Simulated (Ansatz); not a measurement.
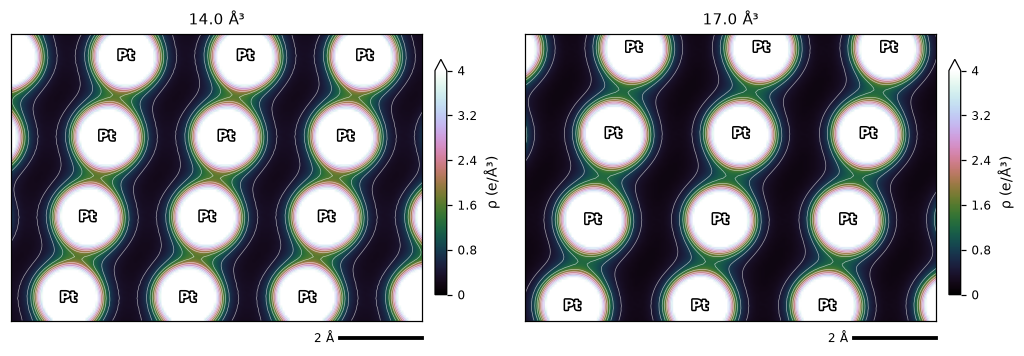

Pt. The valence charge density (pseudo) of cells scaled evenly to different volumes (given per atom above each panel), on the (11̄0) plane of each (indices in the axes of the cell below), at one length scale and on one colour scale.

A structure from a database of computed crystals, not necessarily the ambient phase; PAW files of the earlier set (soft_1).

The calculation used DFT PBEsol, scalar-relativistic, plane waves, PAW (Ansatz 0.2.0).

The largest cell:

```xyz
1
Lattice="-2.0516 1.6477 1.6477 1.6477 -2.0516 1.6477 1.6477 1.6477 -2.0516" Properties=species:S:1:pos:R:3 pbc="T T T"
Pt    0.0000    0.0000    0.0000
```

| volume (Å³/atom) | Pt–Pt contact in the plane (Å) | ρ at its midpoint (e/Å³) | pressure (GPa) | 
| --- | --- | --- | --- |
| 13.98 | 2.018 | 1.626 | 150.4 | 
| 15.20 | 2.075 | ? | ? | 
| 17.02 | 2.154 | 1.230 | 44.6 | 

**What values belong in the row with question marks?**

Over the known rows ln ρ falls by 2.05 per Å of Pt–Pt distance (the line through the two), which gives 1.446 e/Å³ at 2.075 Å; the calculation gives 1.449 e/Å³. For the pressure, a straight line in volume between the neighbouring rows gives 107.9 GPa; the calculation gives 95.5, lower because pressure rises ever faster on compression.
